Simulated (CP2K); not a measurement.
Consider V.

Input

```
&GLOBAL
  PROJECT v_workfunction
  RUN_TYPE ENERGY_FORCE
  PRINT_LEVEL LOW
&END GLOBAL
&FORCE_EVAL
  METHOD QS
  &DFT
    BASIS_SET_FILE_NAME BASIS_MOLOPT_UZH
    POTENTIAL_FILE_NAME POTENTIAL_UZH
    UKS T
    MULTIPLICITY 4
    &MGRID
      CUTOFF 450
      REL_CUTOFF 60
      NGRIDS 5
    &END MGRID
    &QS
      METHOD GPW
      EPS_DEFAULT 1.0E-10
    &END QS
    &KPOINTS
      SCHEME MONKHORST-PACK 11 11 1
      GAMMA_CENTERED T
      SYMMETRY T
      SYMMETRY_BACKEND SPGLIB
    &END KPOINTS
    &SCF
      SCF_GUESS ATOMIC
      EPS_SCF 1.0E-6
      MAX_SCF 150
      ADDED_MOS 11 14
      CHOLESKY OFF
      EPS_EIGVAL 1.0E-7
      &DIAGONALIZATION ON
        ALGORITHM STANDARD
      &END DIAGONALIZATION
      &MIXING ON
        METHOD PULAY_MIXING
        ALPHA 0.4
        BETA 1.5
        NBUFFER 6
      &END MIXING
      &SMEAR ON
        METHOD FERMI_DIRAC
        ELECTRONIC_TEMPERATURE [K] 580.226
      &END SMEAR
    &END SCF
    &XC
      &XC_FUNCTIONAL PBE
      &END XC_FUNCTIONAL
    &END XC
    &PRINT
      &KPOINTS ON
      &END KPOINTS
      &MULLIKEN ON
      &END MULLIKEN
      &MO ON
        ENERGIES T
        OCCUPATION_NUMBERS T
        &EACH
          QS_SCF 0
        &END EACH
        ADD_LAST NUMERIC
      &END MO
      &LOWDIN ON
      &END LOWDIN
      &HIRSHFELD ON
        SHAPE_FUNCTION DENSITY
      &END HIRSHFELD
      &E_DENSITY_CUBE ON
        STRIDE 1
      &END E_DENSITY_CUBE
      &V_HARTREE_CUBE ON
        STRIDE 1
      &END V_HARTREE_CUBE
      &ELF_CUBE ON
        STRIDE 1
      &END ELF_CUBE
    &END PRINT
  &END DFT
  &SUBSYS
    &CELL
      ABC 2.2955200000 2.2955200000 23.8000000000
      ALPHA_BETA_GAMMA 90.0000000000 90.0000000000 90.0000000000
      PERIODIC XYZ
    &END CELL
    &COORD
      V   1.1477600000 1.1477600000 7.0000560000
    &END COORD
    &KIND V
      BASIS_SET TZVP-MOLOPT-PBE-GTH-q13
      POTENTIAL GTH-PBE-q13
      MAGNETIZATION 2.0
    &END KIND
    &PRINT
      &ATOMIC_COORDINATES ON
      &END ATOMIC_COORDINATES
      &CELL ON
      &END CELL
    &END PRINT
  &END SUBSYS
  &PRINT
    &FORCES ON
    &END FORCES
  &END PRINT
&END FORCE_EVAL
```

Run with:

```sh
OMP_NUM_THREADS=2 cp2k.psmp -i v_workfunction.inp -o v_workfunction.out
```

Spin-polarised, but the moments vanished.

Computed with Kohn-Sham DFT of a periodic cell, PBE, GTH-PBE with UZH-TZVP basis (CP2K).

Q: Predict the valence pseudo-density and electron localisation function of the up spins between the atoms.

A: V–V (2.30 Å): ρ is about 0.56 e/Å³ halfway; the ELF is about 0.10 at the midpoint.

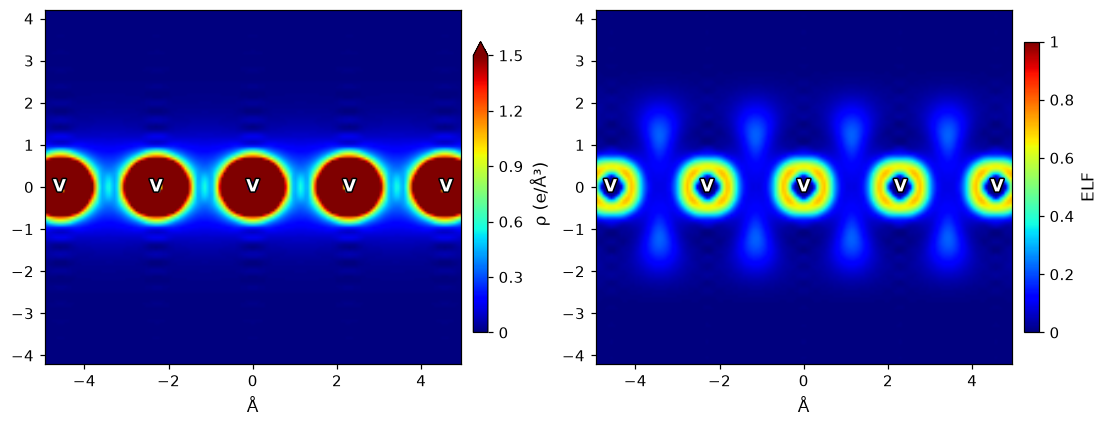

Computed valence pseudo-density and electron localisation function of the up spins on the (010) plane of the calculation cell, a cut from vacuum to vacuum, in this order. 
